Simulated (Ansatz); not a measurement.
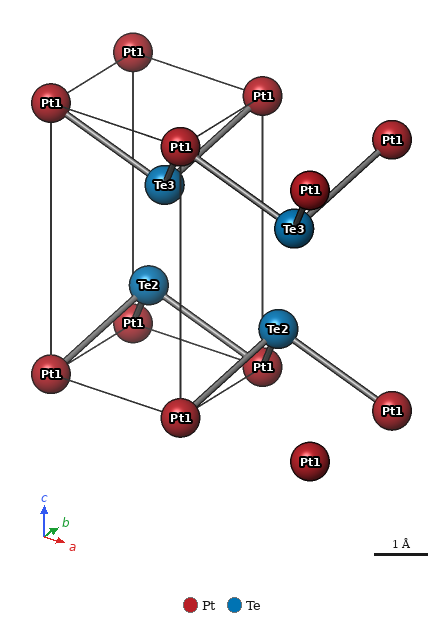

Figure 1. The input geometry (ball-and-stick view of the cell of the calculation, repeated 2 × 1 × 1, seen slightly off an axis; atoms are numbered from 1 in the order of the input). An atom can appear more than once, as a periodic image. Near neighbours in the periodic cell (some may lie outside the picture): Pt has 6 Te at 2.70 Å; Te has 3 Pt at 2.70 Å.

Single-point calculation, with input and output: PtTe2

System: PtTe2 (P-3m1, 3 atoms in the cell).
Method: DFT, PBE with spin-orbit coupling, plane waves, PAW (Ansatz 0.2.0).

The structure was built on a prototype by a generator. The geometry comes from this level: r2scan-rvv10. Figures and captions count atoms from 1; the log counts them from 0 in places.

### The program's output
```
scf.n_extra_bands = 8 over 50 filled bands (N_el = 50.0): the run solves 58 bands
Engine: ansatz 0.2.0, aarch64-unknown-linux-gnu
Pseudopotentials: kind: paw_fr
Pseudopotential: Pt, paw_fr, valence charge 18, recommended cutoff 420 eV (normal), Pt.paw.azcp#standard-fr
Pseudopotential: Te, paw_fr, valence charge 16, recommended cutoff 420 eV (normal), Te.paw.azcp#standard-fr
Functional definition: PBE
  parameter kappa = 0.804
  parameter beta = 0.06672455060314922
  exchange = pbe_x(kappa = kappa, mu = beta*pi^2/3)
  correlation = pbe_c(beta = beta)
non-collinear run that drives no moment, with spin-orbit: no starting moment large enough to seed its density (crystal.atoms[].spin), no starting occupations that ask for one, no magnetisation constraint and no magnetic field, so the semilocal B_xc is pinned to zero
Crystal: 3 atoms, lattice volume = 75.002 Å³
Basis set: ecut = 420 eV, 1433 PW (Γ), exchange–correlation on 54×54×72 points (8 copies of the dense FFT grid, shifted against one another)
Bands: 58, of which v1, the nominal top of the filled ones, is band 50 counted from 1 (49 counted from 0)
Symmetry: 12 space group operations + 12 with time reversal
Magnetic group: BNS 164.86 (UNI 1316), of the structure as read, at distance tolerance 4.2e-5 Å
k-points: 100 of 864
Projection manifold: j_resolved (fully-relativistic pseudo-atomic orbitals)
Non-local potential: Pt, projectors of the file, l = 0: 3, l = 1: 4, l = 2: 4, l = 3: 2
Non-local potential: Te, projectors of the file, l = 0: 2, l = 1: 4, l = 2: 4, l = 3: 4
PAW form: soft (Blöchl's): semilocal exchange-correlation on the pseudo side does not see the compensation charge
PAW one-centre angular grid: Pt, 590 points (default); XC on 64 Gauss nodes
PAW one-centre angular grid: Te, 590 points (default); XC on 64 Gauss nodes
Initial density: superposition of atomic densities (chi_scale 0.1, normalization cell, long waves kept (reshape's long-wave potential 0.01 eV rms))
Initial wavefunctions: pseudopotential atomic-orbital guess
Functional: x = pbe(κ = 0.804, μ = 0.2195149727645171), c = pbe(β = 0.06672455060314922)
SCF iter   1: F=—  HF=-26525.049932 eV  |F-HF|=—  |Δ(HF+E_count)|=         —  Δρ=7.77e-2  dr2=5.98e0  dr2_m=0.00e0 (ungated)  ethr=3.10e-3  |M|=0.00e0 ∫|m|=0.00e0 μB  |m|>n=0.0e0 m-floor=0.0e0 τ_xc=0.0e0  β_m=0.30  ⟨swp⟩=9.0  Hψ=14190  notcnv=0
preconditioner: auto → Kerker (q_TF=auto, 2.550 Å⁻¹)  [metal: Δε(μ)=0.028 eV  Ē_g=8.029 eV  σ=0.020 eV  W_gap=0.34  n_scr=22 (ndim 8)  ℏωp=20.1 eV  f_vac=0.006  D(μ)=1.23/eV (n_scr^D=2)]
spin=Noncollinear: Kerker preconditioning applied to the charge; magnetization (m_x, m_y, m_z) channels mix plain (no charge-response kernel on spin).
SCF iter   2: F=—  HF=-26524.204776 eV  |F-HF|=—  |Δ(HF+E_count)|=   8.45e-1  Δρ=3.67e-2  dr2=9.96e-1  dr2_m=0.00e0 (ungated)  ethr=3.10e-3  |M|=0.00e0 ∫|m|=0.00e0 μB  |m|>n=0.0e0 m-floor=0.0e0 τ_xc=0.0e0  β_m=0.40  ⟨swp⟩=2.5  Hψ=4401  notcnv=0  defer=288
preconditioner: auto → Resta (q_TF=auto, 2.550 Å⁻¹)  ε∞=7.1  [insulator: Δε(μ)=0.062 eV  Ē_g=8.113 eV  σ=0.020 eV  W_gap=0.65  n_scr=22 (ndim 8)  ℏωp=20.1 eV  f_vac=0.009  D(μ)=0.75/eV (n_scr^D=2)  ε∞_Penn≈7.1]
spin=Noncollinear: Resta preconditioning applied to the charge; magnetization (m_x, m_y, m_z) channels mix plain (no charge-response kernel on spin).
SCF iter   3: F=—  HF=-26524.056078 eV  |F-HF|=—  |Δ(HF+E_count)|=   1.49e-1  Δρ=1.14e-2  dr2=4.59e-2  dr2_m=0.00e0 (ungated)  ethr=1.99e-3  |M|=0.00e0 ∫|m|=0.00e0 μB  |m|>n=0.0e0 m-floor=0.0e0 τ_xc=0.0e0  β_m=0.70  ⟨swp⟩=2.0  Hψ=3808  notcnv=0  defer=292
SCF iter   4: F=—  HF=-26524.067502 eV  |F-HF|=—  |Δ(HF+E_count)|=   1.14e-2  Δρ=1.74e-3  dr2=3.30e-3  dr2_m=0.00e0 (ungated)  ethr=9.17e-5  |M|=0.00e0 ∫|m|=0.00e0 μB  |m|>n=0.0e0 m-floor=0.0e0 τ_xc=0.0e0  β_m=0.68  ⟨swp⟩=2.0  Hψ=3663  notcnv=0  defer=312
SCF iter   5: F=—  HF=-26524.067317 eV  |F-HF|=—  |Δ(HF+E_count)|=   1.85e-4  Δρ=7.46e-4  dr2=5.07e-4  dr2_m=0.00e0 (ungated)  ethr=6.60e-6  |M|=0.00e0 ∫|m|=0.00e0 μB  |m|>n=0.0e0 m-floor=0.0e0 τ_xc=0.0e0  β_m=0.84  ⟨swp⟩=2.2  Hψ=3708  notcnv=0  defer=312
SCF iter   6: F=—  HF=-26524.067428 eV  |F-HF|=—  |Δ(HF+E_count)|=   1.11e-4  Δρ=1.62e-4  dr2=2.44e-5  dr2_m=0.00e0 (ungated)  ethr=1.01e-6  |M|=0.00e0 ∫|m|=0.00e0 μB  |m|>n=0.0e0 m-floor=0.0e0 τ_xc=0.0e0  β_m=0.91  ⟨swp⟩=2.0  Hψ=5143  notcnv=0  defer=312
SCF iter   7: F=—  HF=-26524.067437 eV  |F-HF|=—  |Δ(HF+E_count)|=   9.84e-6  Δρ=5.64e-5  dr2=3.18e-6  dr2_m=0.00e0 (ungated)  ethr=4.87e-8  |M|=0.00e0 ∫|m|=0.00e0 μB  |m|>n=0.0e0 m-floor=0.0e0 τ_xc=0.0e0  β_m=0.96  ⟨swp⟩=2.0  Hψ=3708  notcnv=0  defer=312
SCF iter   8: F=—  HF=-26524.067440 eV  |F-HF|=—  |Δ(HF+E_count)|=   2.76e-6  Δρ=1.53e-5  dr2=2.12e-7  dr2_m=0.00e0 (ungated)  ethr=6.35e-9  |M|=0.00e0 ∫|m|=0.00e0 μB  |m|>n=0.0e0 m-floor=0.0e0 τ_xc=0.0e0  β_m=0.98  ⟨swp⟩=2.8  Hψ=4875  notcnv=0  defer=312
SCF iter   9: F=-26524.067440 eV  HF=-26524.067440 eV  |F-HF|=2.84e-10  |Δ(HF+E_count)|=   2.10e-8  Δρ=2.90e-6  dr2=5.04e-9  dr2_m=0.00e0 (ungated)  ethr=2.00e-10  |M|=0.00e0 ∫|m|=0.00e0 μB  |m|>n=0.0e0 m-floor=0.0e0 τ_xc=0.0e0  ⟨swp⟩=11.1  Hψ=12126  notcnv=0
SCF 1 converged in 9 iterations: F = -26524.067440 eV  dr2 = 5.04e-9
  greatest PAW one-centre occupation: 1.000 electrons in one spin orbital (limit 2), on the Pt atom at site 0 (counted from 0), in its partial waves of l = 0
```

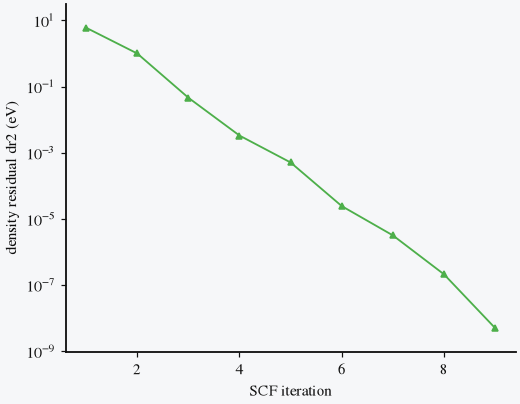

Figure 2. Convergence of the self-consistent field: density residual dr2 against the SCF iteration. The residual falls at every step.

```
NSCF: frozen V_eff on 8 k-points
SCF converged after 9 iterations
Magnetization: |M| = 0.0000 μB,  M = (+0.0000, +0.0000, +0.0000) μB
Absolute magnetization: 0.0000 μB (∫|m|)
  site 0: m = (+0.0000, +0.0000, +0.0000) μB, |m| = 0.0000 μB  (R = 1.11 Å)
  site 1: m = (+0.0000, +0.0000, +0.0000) μB, |m| = 0.0000 μB  (R = 1.11 Å)
  site 2: m = (+0.0000, +0.0000, +0.0000) μB, |m| = 0.0000 μB  (R = 1.11 Å)
Free energy (F): -26524.067440 eV
Harris-Foulkes:  -26524.067440 eV  (|F-HF|=2.84e-10)
Internal energy: -26524.065748 eV  (E = F + TS)
E sigma→0 (E₀):  -26524.066594 eV
Entropy (-TS):   -0.001692 eV (-0.564 meV/atom)
Fermi energy:    13.435494 eV
--- Per-component energies (eV) ---
  E_band       = -721.361214
  E_kinetic    = 1001.301870
  E_local      = -4578.018792  (includes V_loc(G=0)·N_el)
  E_nonlocal   = -432.435426
  E_hartree    = 2422.945752
  E_xc         = -512.120089
  E_vxc        = -513.423080  (∫ρ·V_xc dr)
  E_paw        = -18811.473361  (= ΣΔE_a)
  E_vpaw       = -1044.678532  (= ΣTr[D̂ρ^β])
  E_aug_tail   = -0.000164  (compensation charges beyond the density's cutoff)
  E_ewald      = -5614.265538
  E_smearing   = -0.001692  (= −TS)
  E_closure    = -0.000000  (closes the sum)
  Σ components = -26524.067440   (vs F -26524.067440, Δ=0.00e0)
--- Forces (eV/Å), atoms counted from 1 ---
  atom   1  Pt     0.00000000    -0.00000000     0.00000000
  atom   2  Te     0.00000000     0.00000000     0.19870264
  atom   3  Te    -0.00000000    -0.00000000    -0.19870264
  max |Σ_I F_I| component: 1.45e-19 eV/Å
--- Stress (GPa, compression-positive) ---
        3.534923       0.000000       0.000000
        0.000000       3.534923       0.000000
        0.000000       0.000000       2.376253
  P = ⅓ Tr σ = 3.1487 GPa (31.487 kbar)
--- Band table (eV; the first three rows and the last of 100) ---
  k-point 0: bands = ["-85.5966", "-85.5966", "-50.9469", "-50.9469", "-36.0139", "-36.0139", "-35.9649", "-35.9649", "-24.9577", "-24.9577", "-24.9571", "-24.9571", "-24.9509", "-24.9509", "-24.9473", "-24.9473", "-23.4981", "-23.4981", "-23.4944", "-23.4944", "-23.4899", "-23.4899", "-23.4881", "-23.4881", "-23.4845", "-23.4845", "-23.4797", "-23.4797", "-0.4916", "-0.4916", "2.7189", "2.7189", "6.6925", "6.6925", "7.4897", "7.4897", "7.7264", "7.7264", "9.4212", "9.4212", "9.7698", "9.7698", "10.8612", "10.8612", "12.3180", "12.3180", "13.3352", "13.3352", "14.3961", "14.3961", "14.5438", "14.5438", "14.8962", "14.8962", "16.1977", "16.1977", "17.6037", "17.6037"]
  k-point 1: bands = ["-85.5966", "-85.5966", "-50.9469", "-50.9469", "-36.0139", "-36.0139", "-35.9650", "-35.9650", "-24.9570", "-24.9570", "-24.9567", "-24.9567", "-24.9512", "-24.9512", "-24.9480", "-24.9480", "-23.4969", "-23.4969", "-23.4945", "-23.4945", "-23.4907", "-23.4907", "-23.4879", "-23.4879", "-23.4839", "-23.4839", "-23.4810", "-23.4810", "-0.3708", "-0.3708", "2.3329", "2.3329", "7.1807", "7.1807", "7.5050", "7.5050", "7.7456", "7.7456", "9.4443", "9.4443", "9.7608", "9.7608", "10.8687", "10.8687", "12.1611", "12.1611", "13.1119", "13.1119", "14.1488", "14.1488", "14.6790", "14.6790", "14.8656", "14.8656", "16.4058", "16.4058", "18.1184", "18.1184"]
  k-point 2: bands = ["-85.5966", "-85.5966", "-50.9470", "-50.9470", "-36.0139", "-36.0139", "-35.9650", "-35.9650", "-24.9558", "-24.9558", "-24.9551", "-24.9551", "-24.9521", "-24.9521", "-24.9498", "-24.9498", "-23.4947", "-23.4947", "-23.4936", "-23.4936", "-23.4918", "-23.4918", "-23.4876", "-23.4876", "-23.4843", "-23.4843", "-23.4829", "-23.4829", "-0.0331", "-0.0331", "1.5833", "1.5833", "7.5361", "7.5361", "7.7749", "7.7749", "8.1372", "8.1372", "9.5441", "9.5441", "9.7437", "9.7437", "10.8778", "10.8778", "11.9166", "11.9166", "12.8003", "12.8003", "12.9184", "12.9184", "15.1630", "15.1630", "15.4236", "15.4236", "16.9502", "16.9502", "18.4181", "18.4181"]
  k-point 99: bands = ["-85.5966", "-85.5966", "-50.9474", "-50.9474", "-36.0173", "-36.0173", "-35.9659", "-35.9659", "-24.9552", "-24.9552", "-24.9535", "-24.9535", "-24.9516", "-24.9516", "-24.9497", "-24.9497", "-23.4945", "-23.4945", "-23.4904", "-23.4904", "-23.4895", "-23.4895", "-23.4872", "-23.4872", "-23.4851", "-23.4851", "-23.4820", "-23.4820", "1.7366", "1.7366", "1.7824", "1.7824", "7.3584", "7.3584", "7.3697", "7.3697", "7.5201", "7.5201", "8.9539", "8.9539", "9.1455", "9.1455", "9.3789", "9.3789", "10.0608", "10.0608", "10.8069", "10.8069", "10.9803", "10.9803", "15.5771", "15.5771", "15.8250", "15.8250", "19.0880", "19.0880", "19.7205", "19.7205"]
```

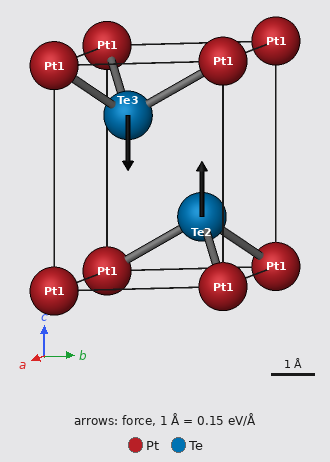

Figure 3. Forces on the atoms as black arrows (ball-and-stick view of the cell of the calculation, seen slightly off an axis; atoms are numbered from 1 in the order of the input). The largest act on Te2, Te3 (0.20 eV/Å). The geometry is not a stationary point of this energy.

This output came from the following input.

### Input file
```yaml
crystal:
  lattice:
    - [4.0381770485, 0.0, 0.0]
    - [-2.0190885242, 3.497163909, 0.0]
    - [0.0, 0.0, 5.3109615732]
  atoms:
    - { symbol: Pt, position: [0.0, 0.0, 0.0] }
    - { symbol: Te, position: [0.3333333333, 0.6666666667, 0.2568463256] }
    - { symbol: Te, position: [0.6666666667, 0.3333333333, 0.7431536744] }
kpoints:
  mp_grid: { grid: [12, 12, 6] }
  band_path:
    path:
      - [0.0, 0.0, 0.0]
      - [0.5, 0.0, 0.0]
      - [0.3333333333, 0.3333333333, 0.0]
      - [0.0, 0.0, 0.5]
      - [0.5, 0.0, 0.5]
      - [0.3333333333, 0.3333333333, 0.5]
      - [0.0, 0.0, 0.1]
      - [0.35, 0.3, 0.0]
    npoints: 1
hamiltonian:
  xc: pbe
scf:
  occupations: { method: fermi_dirac, width: 0.02 }
  n_extra_bands: 8
magnetization:
  noncollinear: true
  spin_orbit: true
output:
  forces: true
  stress: true
  eigenvalues: true
```

Command:
```bash
ansatz run input.yaml --threads 2 --pin off --max-ram 2211MiB --backend cpu --events-out ev --progress --plain --runs-dir out
```

### Key numbers

- outcome: converged
- space group (tolerance 0.01 Å): P-3m1 (164)
- electrons treated: 50
- free energy: −26524.0674 eV
- Fermi energy: 13.435 eV
- band gap: none (metallic)
- net moment of the cell: 0.00 μB
- integrated absolute moment: 0.00 μB
- pressure: 3.15 GPa
- largest force (length of the vector): 0.199 eV/Å
- hardware: 2 threads of Arm Neoverse V1, 24 GiB of memory available, shared host
- wall time: 52 s (CPU time 1.7 min)
- peak memory: 0.9 GiB
